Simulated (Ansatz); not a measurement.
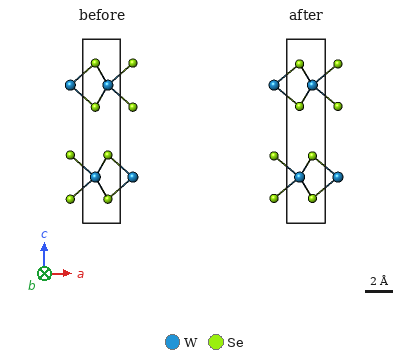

The structure of a crystal of WSe2 (set up in P6_3/mmc) before (left) and after (right) a relaxation, at one scale.

Style: ball-and-stick. Shown: the cell of the calculation, along the b axis.

Case: uniaxial strain along c of +2.0 %; a, b and atoms relaxed.

Level of theory: DFT r2SCAN, scalar-relativistic, plane waves, PAW in Ansatz. (plane-wave cutoff 500 eV; k-point mesh 12 × 12 × 2; occupations gaussian; smearing width 0.02 eV; no spin polarisation; cell relaxed at fixed c, angles; force threshold 0.008 eV/Å; at most 40 steps)

Q: Describe what moved and what it gained.

A: The run was cut off at its time limit before the relaxation converged, so the last structure is only a point on the way. The largest moves relative to the cell, 0.061 Å, are those of Se atoms. W stays in place. The volume changes by +4.2 %, with a = b 3.299 → 3.368 Å (+2.1 %), c unchanged at 14.003 Å. Near-neighbour distances that change, for instance: Se–W 2.539 → 2.529 Å. Bond angles that change, for instance: Se–W–Se 82.8° → 79.5°, W–Se–W 81.0° → 83.5°, Se–W–Se 81.0° → 83.5°. The space group stays P6_3/mmc (No. 194). The energy rises by 11.2 meV per atom in 0 accepted moves (1 points after the start). Largest force component: 0.19 eV/Å at the start, 0.5 eV/Å at the end. The pressure goes from −0.25 to −0.26 GPa. The line search rejected the trial step at point 1 of the run. Cost: 6.4 min on 1 thread of Intel(R) Xeon(R) Processor @ 2.50GHz (Skylake/Cascade Lake), with other jobs on the host, peak memory 1 GiB.

Limits of the set-up: layers or molecules are held without a dispersion correction, so their spacing is unreliable.
